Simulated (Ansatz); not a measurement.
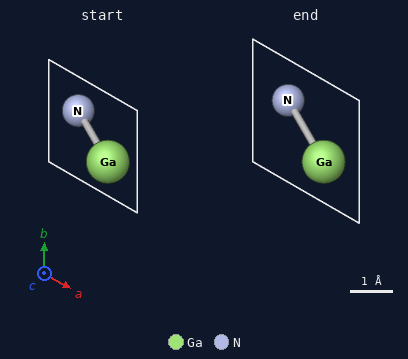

The structure of solid GaN (a generated structure, set up in P-6m2) (coarse preliminary run) before (left) and after (right) a relaxation, at one scale.

A ball-and-stick model of the cell of the calculation, seen along the c axis.

Case: V → Ga on all its sites, cell and atoms relaxed.

Level of theory: Ansatz, DFT PBE, scalar-relativistic, plane waves, PAW. (plane-wave cutoff 420 eV; k-point mesh 12 × 12 × 8; occupations gaussian; smearing width 0.1 eV; no spin polarisation; cell and atoms relaxed; force threshold 0.05 eV/Å; at most 60 steps)

Question: What changed between the two?

Answer: No atom moves by more than 0.005 Å relative to the cell. The drawn cell changes as follows: a = b 2.489 → 2.987 Å (+20.0 %), c 2.403 → 2.681 Å (+11.5 %); the volume changes by +60.6 %. Some distances before and after: Ga–Ga 2.489 → 2.987 Å, Ga–N 1.873 → 2.184 Å, Ga–Ga 2.403 → 2.681 Å. Among the angles between lasting bonds that change: Ga–N–Ga 79.8° → 75.7°, Ga–N–Ga 83.3° → 86.3°. The space group stays P-6m2 (No. 187). After 8 accepted moves (10 points after the start) the energy has fallen by 1847 meV per atom. All forces vanish by symmetry, so only the cell relaxes. The pressure goes from 231.13 to −0.24 GPa. At 2 points the geometry stayed and the basis and grid were re-selected for the new cell (energy shift of 109 meV per atom at most each time).
